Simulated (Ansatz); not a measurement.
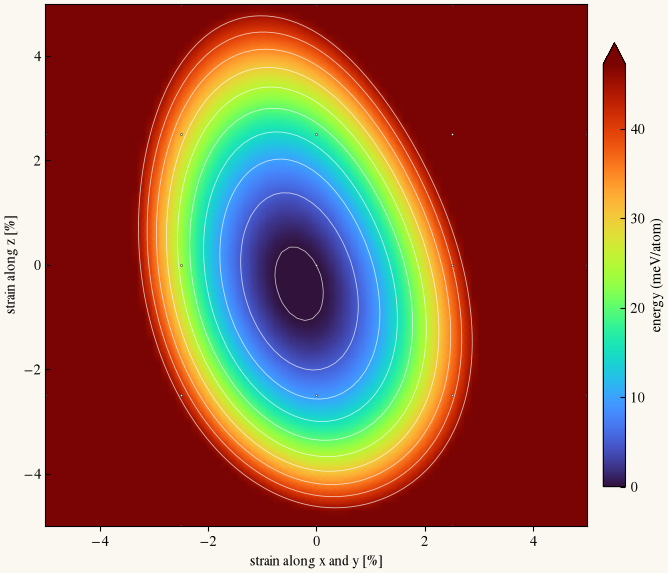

HfN (Fm-3m, No. 225; 2 atoms in the cell). 
- The cell is strained homogeneously, by one strain along x and y and another along z, with fractional coordinates fixed (x, y and z along the cube axes).
- First axis: strain along x and y. Second axis: strain along z.
- The scan uses a 5 × 5 grid.
- Points are written as (first, second).
- All energies are given in meV/atom relative to the lowest grid point.
- The reference cell is the one listed in the database, not relaxed at this level.
- Method: DFT PBEsol, scalar-relativistic, plane waves, PAW (Ansatz). Settings: cutoff 420 eV, k-mesh 18×18×18, gaussian smearing 0.15 eV, no spin polarisation.

Drawn: a smooth colour map with a few white contour lines, dots at the grid points, one colour for all values above the top of the scale. Between grid points the surface is interpolated.

### Estimate the clamped-ion elastic constants that this map fixes.

With the cell volume of 23.1 Å³, the curvatures of the interpolated surface at its minimum give C₁₁ + C₂₂ + 2C₁₂ ≈ 1500 GPa, C₃₃ ≈ 610 GPa and C₁₃ + C₂₃ ≈ 230 GPa (clamped ions, Cartesian axes of the cell). A stretch of 1 % along z with free sides (kept equal in x and y) would change the in-plane lengths by about −0.16 %.
